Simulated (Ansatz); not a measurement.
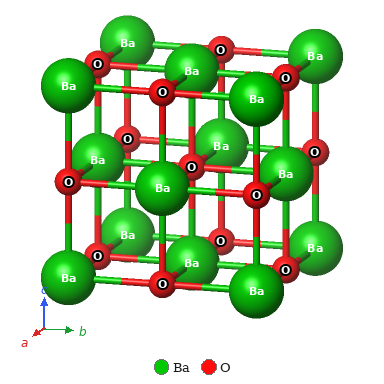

System: BaO, space group Fm-3m (No. 225). The picture shows the conventional cell.

The given structure:
```
CELL_PARAMETERS angstrom
0.00000 2.77211 2.77211
2.77211 0.00000 2.77211
2.77211 2.77211 0.00000
ATOMIC_POSITIONS crystal
Ba 0.00000 0.00000 0.00000
O 0.50000 0.50000 0.50000
```

Computed with Ansatz 0.2.0: third-order Birch-Murnaghan fit to density functional energies at scaled volumes of the given relaxed cell, shape and atoms relaxed at each volume; energies count from the fitted minimum; plane waves with PAW datasets, Γ-centred k mesh. Level: r2SCAN, no spin polarisation.

```tsv
setting	value
wave cutoff	500 eV
k mesh	8×8×8
occupations	Gaussian
smearing width	0.02 eV
```

What does the calculation give for the energy above the minimum and pressure against volume? The volume takes the values 20.024, 20.664, 21.303, 21.942, 22.581 Å³/atom.

A third-order Birch–Murnaghan fit gives V0 = 21.30 Å³/atom, B0 = 75.8 GPa and B′ = 4.6. The energy above the minimum is 20.3 meV/atom at volume 20.024 Å³/atom and 16.4 meV/atom at 22.581 Å³/atom; the lowest computed point is at volume 21.303 Å³/atom (0.0 meV/atom), and no other minimum shows. The pressure falls from 5.39 GPa at volume 20.024 Å³/atom to −3.88 GPa at 22.581 Å³/atom, and changes sign near 21.30 Å³/atom.

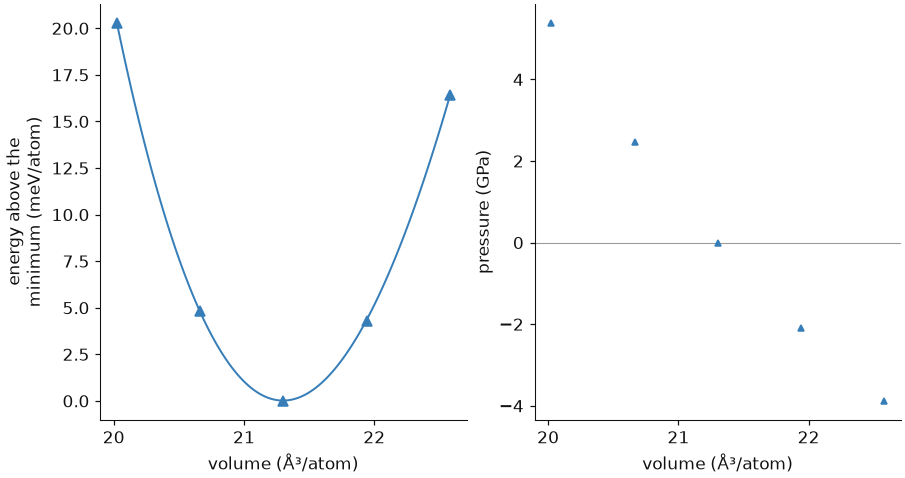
